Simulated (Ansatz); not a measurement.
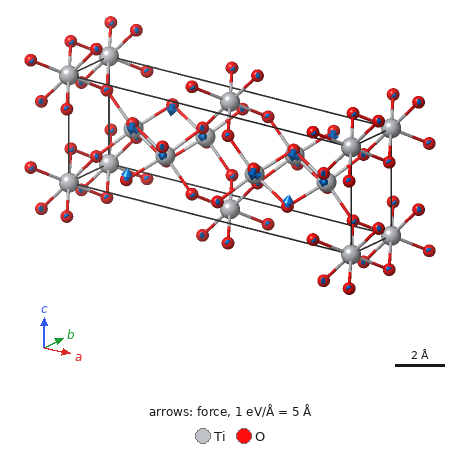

Starting geometry of a crystal of TiO2 (set up in P1) with the computed forces as blue arrows. Style: ball-and-stick. Shown: the conventional cell (2 times the calculation's cell), from a free direction. Lengths and directions refer to the drawn axes.

The run lets cell and atoms move.

These are results of Ansatz, Kohn-Sham DFT of a periodic cell, r2SCAN with rVV10, Ansatz PAW, not measurements.

The input:
```yaml
crystal:
  lattice:
    - [2.9682645463, 0.0, 0.0]
    - [0.0002080834, 4.7076067549, 0.0]
    - [1.4835696211, 0.242353462, 7.0834647979]
  atoms:
    - { symbol: Ti, position: [0.00337187, 0.00038881, 0.00070319] }
    - { symbol: Ti, position: [0.34464021, 0.48025965, 0.31695987] }
    - { symbol: Ti, position: [0.66170814, 0.52047436, 0.68449636] }
    - { symbol: O, position: [0.44003816, 0.18543769, 0.1285388] }
    - { symbol: O, position: [0.77792634, 0.29772875, 0.45187807] }
    - { symbol: O, position: [0.10123624, 0.30895342, 0.80624322] }
    - { symbol: O, position: [0.90649721, 0.69183699, 0.19517157] }
    - { symbol: O, position: [0.22940715, 0.70300728, 0.54951473] }
    - { symbol: O, position: [0.56802567, 0.81530006, 0.87282718] }
hamiltonian:
  xc: r2scan
  pseudopotentials: { kind: paw }
  dispersion: rvv10
kpoints:
  mp_grid: { grid: [9, 6, 4] }
scf:
  occupations: { method: fermi_dirac, width: 0.05 }
output:
  forces: true
  stress: true
  eigenvalues: true
relax:
  f_tol: 0.01
  max_steps: 40
  cell: { stress_tol: 0.05 }
```

Launched with:
```bash
ansatz run input.yaml --threads 4 --pin off --max-ram 11264MiB --backend cpu --events-out ev --progress --plain --runs-dir out
```

Is this structure relaxed? If not, where do the atoms go?

Answer. It isn't relaxed: the largest force vector, on O atoms, is 0.11 eV/Å. The final displacements have little in common with the starting forces (cosine between the two patterns 0.01). The largest moves relative to the cell, 0.030 Å, are those of O atoms. By element the largest moves are O 0.030 Å, Ti 0.018 Å. Cell: a 14.175 → 14.162 Å (−0.1 %), b 2.968 → 2.959 Å (−0.3 %), c 4.708 → 4.665 Å (−0.9 %), β 92.0° → 91.6°. Volume −1.3 %. Among the contacts that change: Ti–Ti 3.009 → 2.992 Å, O–Ti 1.984 → 1.970 Å, Ti–Ti 2.968 → 2.959 Å, O–Ti 1.968 → 1.961 Å. The space group stays C2/m (No. 12). Over 5 accepted moves (6 points after the start) the energy falls by 9.6 meV per cell of the calculation. The largest force component goes from 0.11 to 0.0028 eV/Å. The pressure goes from −2.48 to 0.00 GPa. The SCF was repeated once at an unchanged geometry on a basis and grid sized afresh for the cell, which shifted the energy by 0.8 meV per cell of the calculation at most.
